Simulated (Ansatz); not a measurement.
**Geometry relaxation, with input and output: Ga4AsP3 (part 2 of 2)**

The same run, continued: Ga4AsP3 (8 atoms in the cell); DFT, r2SCAN, plane waves, PAW, no spin polarisation (Ansatz 0.2.0); cutoff 500 eV, 6×6×2 k-mesh, Fermi–Dirac smearing of 0.02 eV. The structure was built on a prototype by a generator; it need not be a known phase. The geometry comes from this level: PBE.

Geometry of the input (Å; fractional positions):
```
3.9369  0.0000  0.0000
0.0000  3.9369  0.0000
0.0000  0.0000  11.1158
P  0.0000  0.0000  0.2453
Ga 0.0000  0.5000  0.1226
P  0.5000  0.5000  0.0000
Ga 0.5000  0.0000  0.8774
P  0.0000  0.0000  0.7547
Ga 0.0000  0.5000  0.6320
As 0.5000  0.5000  0.5000
Ga 0.5000  0.0000  0.3680
```

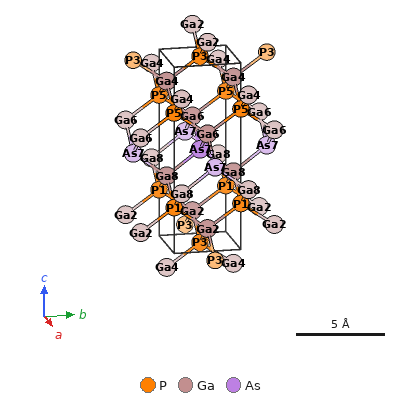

*The geometry at step 2 of the log (ball-and-stick view of the cell of the calculation, seen slightly off an axis; neighbours outside the cell are drawn fainter; atoms are numbered from 1 in the order of the input).*

**The program's output, continued**
```
relax step   3: F+E_penalty+E_count = -22307.14538367 eV  Δ(F+E_penalty+E_count) = -1.640e-3 eV  max|allowed force component| = 2.140e-2 eV/Å  Δτ_max = 0.0089 Å  P = +0.045 GPa  Ω = 166.684 Å³  energy of the carried Pulay correction = +1.454e-3 eV  (6 SCF iters, dr2 threshold 4.19e-7 eV, accepted)
Crystal: 8 atoms, lattice volume = 166.767 Å³
iter 1 solved again at ethr=5.16e-8 eV; its pass at ethr=3.10e-3 eV (dr2=4.23e-5 eV) is discarded
SCF iter   1: F=—  HF=-22307.145225 eV  |F-HF|=—  |Δ(HF+E_count)|=         —  Δρ=2.55e-4  dr2=4.26e-5  dr2_τ=1.02e-4  ethr=5.16e-8  ⟨swp⟩=3.0  Hψ=3898  notcnv=0
automatic band count: iteration 1 solves 49 bands in place of 50: the levels show a gap, and the empty bands left out lie too high to hold charge; the band table lists the bands solved (type scf.n_extra_bands for more)
preconditioner: auto → Resta (q_TF=auto, 2.424 Å⁻¹)  ε∞=3.8  [insulator: Δε(μ)=1.711 eV  Ē_g=14.569 eV  σ=0.020 eV  W_gap=1.00  n_scr=48 (ndim 8)  ℏωp=24.4 eV  f_vac=0.021  D(μ)=0.00/eV (n_scr^D=0)  ε∞_Penn≈3.8]
SCF iter   2: F=—  HF=-22307.145421 eV  |F-HF|=—  |Δ(HF+E_count)|=   1.96e-4  Δρ=1.51e-4  dr2=1.49e-5  dr2_τ=1.75e-7  ethr=5.16e-8  ⟨swp⟩=2.0  Hψ=1638  notcnv=0
SCF iter   3: F=—  HF=-22307.145452 eV  |F-HF|=—  |Δ(HF+E_count)|=   3.15e-5  Δρ=3.89e-5  dr2=1.65e-6  dr2_τ=3.00e-8  ethr=1.82e-8  ⟨swp⟩=2.7  Hψ=1540  notcnv=0
SCF iter   4: F=—  HF=-22307.145453 eV  |F-HF|=—  |Δ(HF+E_count)|=   6.28e-7  Δρ=8.91e-6  dr2=2.14e-7  dr2_τ=4.36e-9  ethr=2.02e-9  ⟨swp⟩=2.0  Hψ=1800  notcnv=0
SCF iter   5: F=-22307.145453 eV  HF=-22307.145453 eV  |F-HF|=2.24e-9  |Δ(HF+E_count)|=   4.81e-8  Δρ=3.51e-6  dr2=1.70e-8  dr2_τ=3.02e-10  ethr=3.49e-11  ⟨swp⟩=4.0  Hψ=4068  notcnv=0
SCF 4 converged in 5 iterations: F = -22307.145453 eV  dr2 = 1.70e-8
relax step   4: F+E_penalty+E_count = -22307.14545296 eV  Δ(F+E_penalty+E_count) = -6.929e-5 eV  max|allowed force component| = 1.181e-3 eV/Å  Δτ_max = 0.0027 Å  P = +0.004 GPa  Ω = 166.767 Å³  energy of the carried Pulay correction = +1.432e-3 eV  (5 SCF iters, dr2 threshold 2.86e-8 eV, accepted)
Basis set: ecut = 500 eV, 4225 PW (Γ), exchange–correlation on 120×120×324 points (64 copies of the dense FFT grid, shifted against one another)
Initial wavefunctions: pseudopotential atomic-orbital guess (no wavefunctions were taken with the density)
iter 1 solved again at ethr=7.95e-7 eV; its pass at ethr=3.10e-3 eV (dr2=6.52e-4 eV) is discarded
SCF iter   1: F=—  HF=-22307.144132 eV  |F-HF|=—  |Δ(HF+E_count)|=         —  Δρ=4.17e-5  dr2=1.07e-6  dr2_τ=5.49e-7  ethr=7.95e-7  ⟨swp⟩=3.0  Hψ=6450  notcnv=0
eigensolver tolerance schedule: the retry pair's looser diagonalisation over-reported the residual by 607.70 of it (diagonalisation noise at 0.18 of the residual, at the tolerance the schedule requests for it); recorded, not acted on — ethr = c·dr2/N_el stays at c = 1.0e-1
preconditioner: auto → Resta (q_TF=auto, 2.424 Å⁻¹)  ε∞=3.7  [insulator: Δε(μ)=1.711 eV  Ē_g=14.790 eV  σ=0.020 eV  W_gap=1.00  n_scr=48 (ndim 8)  ℏωp=24.4 eV  f_vac=0.021  D(μ)=0.00/eV (n_scr^D=0)  ε∞_Penn≈3.7]
SCF iter   2: F=—  HF=-22307.144159 eV  |F-HF|=—  |Δ(HF+E_count)|=   2.75e-5  Δρ=2.60e-5  dr2=5.19e-7  dr2_τ=1.94e-8  ethr=1.31e-9  ⟨swp⟩=2.5  Hψ=1754  notcnv=0
SCF iter   3: F=—  HF=-22307.144160 eV  |F-HF|=—  |Δ(HF+E_count)|=   1.15e-7  Δρ=3.74e-6  dr2=1.84e-8  dr2_τ=1.21e-9  ethr=6.33e-10  ⟨swp⟩=3.0  Hψ=1917  notcnv=0
SCF iter   4: F=—  HF=-22307.144160 eV  |F-HF|=—  |Δ(HF+E_count)|=   2.51e-8  Δρ=1.99e-6  dr2=3.99e-9  dr2_τ=3.49e-11  ethr=2.25e-11  ⟨swp⟩=2.0  Hψ=1720  notcnv=0
SCF iter   5: F=—  HF=-22307.144160 eV  |F-HF|=—  |Δ(HF+E_count)|=  7.35e-10  Δρ=1.29e-6  dr2=1.07e-9  dr2_τ=2.93e-11  ethr=4.86e-12  ⟨swp⟩=2.0  Hψ=1720  notcnv=0
SCF iter   6: F=—  HF=-22307.144160 eV  |F-HF|=—  |Δ(HF+E_count)|=  3.71e-10  Δρ=5.21e-7  dr2=1.71e-10  dr2_τ=1.06e-12  ethr=1.30e-12  ⟨swp⟩=2.2  Hψ=1804  notcnv=0
SCF iter   7: F=-22307.144160 eV  HF=-22307.144160 eV  |F-HF|=1.46e-11  |Δ(HF+E_count)|=  2.91e-11  Δρ=1.02e-7  dr2=1.17e-11  dr2_τ=1.84e-13  ethr=1.00e-12  ⟨swp⟩=4.0  Hψ=3443  notcnv=0
SCF 5 converged in 7 iterations: F = -22307.144160 eV  dr2 = 1.17e-11
relax step   5: F+E_penalty+E_count = -22307.14415959 eV  Δ(F+E_penalty+E_count) = +1.293e-3 eV  max|allowed force component| = 1.165e-3 eV/Å  Δτ_max = 0.0000 Å  P = -0.001 GPa  Ω = 166.767 Å³  stress off target by 1.43e-3 GPa  SCF on the basis re-selected at this cell (its energy is not comparable with the rows above)  (7 SCF iters)
basis re-selected at this cell: Δ(F+E_penalty+E_count) = +1.293e-3 eV, ΔP = -0.006 GPa vs the last step (what re-selecting the basis moved, of the pressure what is left beyond the Pulay correction that the steps carried, after the strain that the cell walked since its last selection, with what the two solves' SCF thresholds leave and, on support functions, any second-order correction that the steps lacked; it is no measure of the basis error at this ecutwfc). The dense FFT grid was sized anew with the basis: this SCF ran on 30×30×81 points, the steps before it on 30×30×90, so part of this shift can come from that change (see relax.cell in the input reference). This SCF's stress stands 1.43e-3 GPa from its target on what of the cell is left free (relax.cell.stress_tol is 5.00e-2 GPa) and its largest allowed force component is 1.17e-3 eV/Å (relax.f_tol is 5.00e-3 eV/Å): within both
SCF converged after 7 iterations
Free energy (F): -22307.144160 eV
Harris-Foulkes:  -22307.144160 eV  (|F-HF|=1.46e-11)
Internal energy: -22307.144160 eV  (E = F + TS)
E sigma→0 (E₀):  -22307.144160 eV
Fermi energy:    8.060233 eV
--- Per-component energies (eV) ---
  E_band       = -538.265299
  E_kinetic    = 774.778695
  E_local      = -11129.709397  (includes V_loc(G=0)·N_el)
  E_nonlocal   = 1138.438821
  E_hartree    = 5337.943826
  E_xc         = -499.446343
  E_vxc        = -518.225118  (∫ρ·V_xc dr)
  E_paw        = -11591.633500  (= ΣΔE_a)
  E_vpaw       = -1504.978402  (= ΣTr[D̂ρ^β])
  E_aug_tail   = -0.000193  (compensation charges beyond the density's cutoff)
  E_vtau       = 25.542704  (kinetic-family band-sum trace: ∫τ·v_τ [+ j·A + Jᵃ·Aᵃ] dr)
  E_ewald      = -6333.173855
  E_core_change = -4.342214  (= ΣΔE_core)
  E_smearing   = -0.000000  (= −TS)
  E_closure    = 0.000000  (closes the sum)
  Σ components = -22307.144160   (vs F -22307.144160, Δ=0.00e0)
--- Forces (eV/Å), atoms counted from 1 ---
  atom   1  P      0.00000000    -0.00000000    -0.00116526
  atom   2  Ga    -0.00000000     0.00000000    -0.00093775
  atom   3  P      0.00000000    -0.00000000    -0.00000000
  atom   4  Ga    -0.00000000     0.00000000     0.00093775
  atom   5  P      0.00000000    -0.00000000     0.00116526
  atom   6  Ga    -0.00000000     0.00000000     0.00050150
  atom   7  As     0.00000000    -0.00000000    -0.00000000
  atom   8  Ga    -0.00000000     0.00000000    -0.00050150
  max |Σ_I F_I| component: 1.64e-16 eV/Å
--- Stress (GPa, compression-positive) ---
       -0.001237       0.000000      -0.000000
        0.000000      -0.001237       0.000000
       -0.000000       0.000000      -0.001431
  P = ⅓ Tr σ = -0.0013 GPa (-0.013 kbar)
--- Relaxed structure (4 steps of the walk, 4 accepted, 1 SCFs on fresh bases) ---
  F+E_penalty+E_count = -22307.14415959 eV   max|allowed force component| = 1.165e-3 eV/Å   (the final SCF, on the basis selected at the relaxed cell)
  cell:  # Å, volume = 166.7671 Å³
    - [3.893902837136528, 0.0, -1.3217506195368226e-32]
    - [0.0, 3.893902837136528, 0.0]
    - [-3.73196544966169e-32, 0.0, 10.998668130381732]
  atoms:
    - { symbol: P, position: [1.5593333912203316e-33, 0.0, 0.24570756413354644] }
    - { symbol: Ga, position: [-7.888392449702848e-34, 0.4999999999999999, 0.12276697828836128] }
    - { symbol: P, position: [0.4999999999999999, 0.4999999999999999, 1.9507448850917385e-20] }
    - { symbol: Ga, position: [0.4999999999999999, 0.0, 0.8772330217116386] }
    - { symbol: P, position: [1.2658118116965046e-33, 0.0, 0.7542924358664533] }
    - { symbol: Ga, position: [-2.256447142589419e-33, 0.4999999999999999, 0.6315730430057391] }
    - { symbol: As, position: [0.4999999999999999, 0.4999999999999999, 0.49999999999999994] }
    - { symbol: Ga, position: [0.4999999999999999, 0.0, 0.36842695699426065] }
```

**Trajectory as extended XYZ (Å, eV, eV/Å), 5 frames, from step=1 to step=5**
```
8
Lattice="3.9369 0.0000 0.0000 0.0000 3.9369 0.0000 0.0000 0.0000 11.1158" Properties=species:S:1:pos:R:3:forces:R:3 step=1 energy=-22307.09875 pressure_GPa=-2.54
P     0.0000    0.0000    2.7272    0.0000   0.0000   0.0047
Ga    0.0000    1.9684    1.3625    0.0000   0.0000   0.0006
P     1.9684    1.9684    0.0000    0.0000   0.0000   0.0000
Ga    1.9684    0.0000    9.7533    0.0000   0.0000  -0.0006
P     0.0000    0.0000    8.3886    0.0000   0.0000  -0.0047
Ga    0.0000    1.9684    7.0254    0.0000   0.0000  -0.0548
As    1.9684    1.9684    5.5579    0.0000   0.0000   0.0000
Ga    1.9684    0.0000    4.0904    0.0000   0.0000   0.0548
8
Lattice="3.9004 0.0000 0.0000 0.0000 3.9004 0.0000 0.0000 0.0000 11.0171" Properties=species:S:1:pos:R:3:forces:R:3 step=2 energy=-22307.14374 pressure_GPa=-0.41
P     0.0000    0.0000    2.7108    0.0000   0.0000  -0.0047
Ga    0.0000    1.9502    1.3544    0.0000   0.0000   0.0004
P     1.9502    1.9502    0.0000    0.0000   0.0000   0.0000
Ga    1.9502    0.0000    9.6627    0.0000   0.0000  -0.0004
P     0.0000    0.0000    8.3063    0.0000   0.0000   0.0047
Ga    0.0000    1.9502    6.9519    0.0000   0.0000   0.0653
As    1.9502    1.9502    5.5085    0.0000   0.0000   0.0000
Ga    1.9502    0.0000    4.0652    0.0000   0.0000  -0.0653
8
Lattice="3.8933 0.0000 0.0000 0.0000 3.8933 0.0000 0.0000 0.0000 10.9965" Properties=species:S:1:pos:R:3:forces:R:3 step=3 energy=-22307.14538 pressure_GPa=0.05
P     0.0000    0.0000    2.6993    0.0000   0.0000   0.0105
Ga    0.0000    1.9467    1.3487    0.0000   0.0000  -0.0002
P     1.9467    1.9467    0.0000    0.0000   0.0000   0.0000
Ga    1.9467    0.0000    9.6478    0.0000   0.0000   0.0002
P     0.0000    0.0000    8.2972    0.0000   0.0000  -0.0105
Ga    0.0000    1.9467    6.9477    0.0000   0.0000  -0.0214
As    1.9467    1.9467    5.4982    0.0000   0.0000   0.0000
Ga    1.9467    0.0000    4.0488    0.0000   0.0000   0.0214
8
Lattice="3.8939 0.0000 0.0000 0.0000 3.8939 0.0000 0.0000 0.0000 10.9987" Properties=species:S:1:pos:R:3:forces:R:3 step=4 energy=-22307.14545 pressure_GPa=0.00
P     0.0000    0.0000    2.7025    0.0000   0.0000  -0.0012
Ga    0.0000    1.9470    1.3503    0.0000   0.0000  -0.0010
P     1.9470    1.9470    0.0000    0.0000   0.0000   0.0000
Ga    1.9470    0.0000    9.6484    0.0000   0.0000   0.0010
P     0.0000    0.0000    8.2962    0.0000   0.0000   0.0012
Ga    0.0000    1.9470    6.9465    0.0000   0.0000   0.0006
As    1.9470    1.9470    5.4993    0.0000   0.0000   0.0000
Ga    1.9470    0.0000    4.0522    0.0000   0.0000  -0.0006
8
Lattice="3.8939 0.0000 0.0000 0.0000 3.8939 0.0000 0.0000 0.0000 10.9987" Properties=species:S:1:pos:R:3:forces:R:3 step=5 energy=-22307.14416 pressure_GPa=-0.00
P     0.0000    0.0000    2.7025    0.0000   0.0000  -0.0012
Ga    0.0000    1.9470    1.3503    0.0000   0.0000  -0.0009
P     1.9470    1.9470    0.0000    0.0000   0.0000   0.0000
Ga    1.9470    0.0000    9.6484    0.0000   0.0000   0.0009
P     0.0000    0.0000    8.2962    0.0000   0.0000   0.0012
Ga    0.0000    1.9470    6.9465    0.0000   0.0000   0.0005
As    1.9470    1.9470    5.4993    0.0000   0.0000   0.0000
Ga    1.9470    0.0000    4.0522    0.0000   0.0000  -0.0005
```

**Results in brief**

| quantity | value |
| --- | --- |
| outcome | converged |
| space group (tolerance 0.01 Å) | P-4m2 (115) |
| electrons treated | 82 |
| free energy | −22307.1442 eV |
| Fermi energy | 8.060 eV |
| pressure | 0.00 GPa |
| final volume | 166.77 Å³ |
| largest force (length of the vector) at the end | 0.001 eV/Å |
| final cell | a = 3.894 Å, b = 3.894 Å, c = 10.999 Å, α = 90.00°, β = 90.00°, γ = 90.00° |
| hardware | 4 threads of Arm Neoverse V1, 24 GiB of memory available, shared host |
| wall time | 38 s (CPU time 2.4 min) |
| peak memory | 0.86 GiB |
